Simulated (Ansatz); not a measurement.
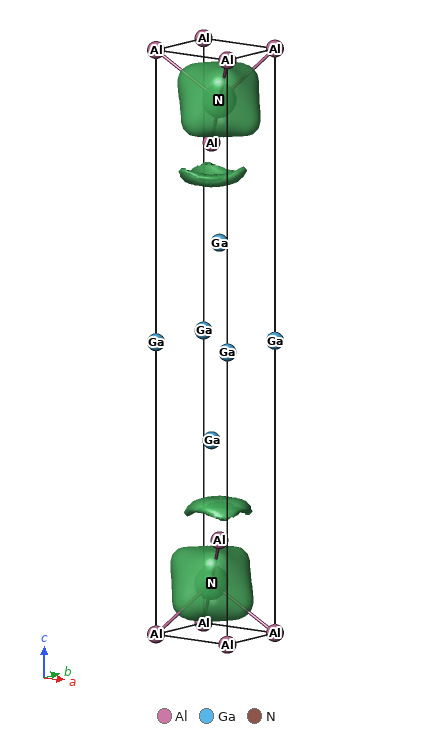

Al$_{3}$Ga$_{3}$N$_{2}$. Isosurface of the electron localisation function at 0.65 (green), seen slightly off an axis. Core shells and regions of very low density are left out. Sticks mark near contacts.

Space group P-3m1; a generated structure, not necessarily the stable one.

Level of theory: DFT PBE, scalar-relativistic, plane waves, PAW (Ansatz 0.2.0).

Core electrons are frozen (PAW), and the valence fields are smoothed inside the atomic spheres.

Input

```
crystal:
  lattice:
    - [2.9247454152, 0.0, 0.0]
    - [-1.4623727076, 2.5329038291, 0.0]
    - [0.0, 0.0, 14.3618121318]
  atoms:
    - { symbol: Al, position: [0.3333333333, 0.6666666667, 0.8339865951] }
    - { symbol: Al, position: [0.6666666667, 0.3333333333, 0.1660134049] }
    - { symbol: Al, position: [0.0, 0.0, 0.0] }
    - { symbol: Ga, position: [0.3333333333, 0.6666666667, 0.3247136349] }
    - { symbol: Ga, position: [0.0, 0.0, 0.5] }
    - { symbol: Ga, position: [0.6666666667, 0.3333333333, 0.6752863651] }
    - { symbol: "N", position: [0.6666666667, 0.3333333333, 0.9187724891] }
    - { symbol: "N", position: [0.3333333333, 0.6666666667, 0.0812275109] }
basis:
  ecutwfc: 420
kpoints:
  mp_grid: { grid: [12, 12, 2] }
  band_path:
    path:
      - [[0.0, 0.0, 0.0], [0.5, 0.0, 0.0], [0.33333333, 0.33333333, 0.0], [0.0, 0.0, 0.0], [0.0, 0.0, 0.5], [0.5, 0.0, 0.5], [0.33333333, 0.33333333, 0.5], [0.0, 0.0, 0.5]]
      - [[0.5, 0.0, 0.5], [0.5, 0.0, 0.0]]
      - [[0.33333333, 0.33333333, 0.5], [0.33333333, 0.33333333, 0.0]]
    npoints: 14
hamiltonian:
  xc: pbe
scf:
  occupations: { method: gaussian, width: 0.1 }
  n_extra_bands: 20
output:
  forces: true
  stress: true
  eigenvalues: true
  populations: true
  dos: { projected: true, de: 0.02, nscf_kmesh: { grid: [15, 15, 3] } }
  bader: true
  write_density: true
  write_potential: true
  elf: true
  volumetric_format: npy
```

Launched as:

```sh
ansatz run input.yaml --threads 1 --pin off --max-ram 2560MiB --backend cpu --events-out ev --progress --plain --runs-dir out
```

Below, planes, directions and counts refer to the conventional cell (a = 2.92 Å, b = 2.92 Å, c = 14.36 Å, α = 90.00°, β = 90.00°, γ = 120.00°).

Identify the bonds, lone pairs and shells in this picture.

Answer. The surface consists of two regions on N in which the atom's valence shell and bonds are merged and two pockets between the atoms, centred on no nucleus (multi-centre or interstitial), counted in one cell of 8 atoms. Regions shared between cells count once. Along the contacts the grid gives the following. Al–N (2.05 Å): the ELF peaks at about 0.85 in the valence shell of N, 0.7 Å from its nucleus, and is about 0.80 at the midpoint. Al–Ga (2.84 Å): the ELF is about 0.55 at the midpoint.

Which way does charge flow, and how much by Bader's partition?

Answer. Electrons move from Al towards N. Bader charges: Al +1.48 to +2.47, Ga −0.18 to +0.02 and N −2.55 e.

Does the calculation make it a metal, or give it a gap?

Answer. It is gapless in this calculation (a metal or semimetal).
